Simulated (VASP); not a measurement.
HfO2: space group P4_2/mnm (No. 136), a = 4.858 Å, b = 4.858 Å, c = 3.224 Å, α = 90.00°, β = 90.00°, γ = 90.00°. Source: the end point of a relaxation with VASP Kohn-Sham DFT of a periodic cell, PBE, VASP PAW PBE potentials, recommended (VASP 6.6.1). Forms under 0.4 % of the area are left out.

What shape follows from the Bravais–Friedel–Donnay–Harker rule?

Answer. The forms computed, by share of the surface:

```tsv
form	faces	d (Å)	share of area (%)
{110}	4	3.435	58.1
{101}	8	2.686	41.9
```

The crystal is roughly equant (blocky). Widths along a, b and c stand as 1.00 : 1.00 : 1.09.

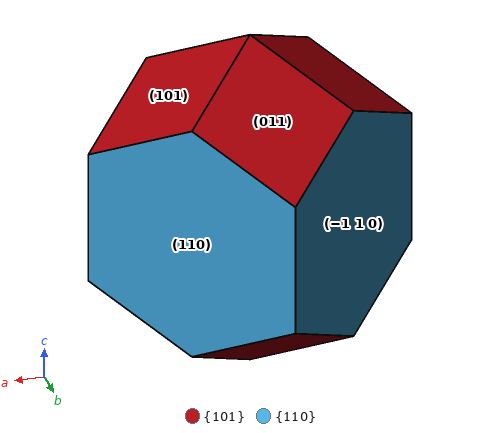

The computed shape, faces indexed. The rule is geometric and ignores bonding and growth conditions.
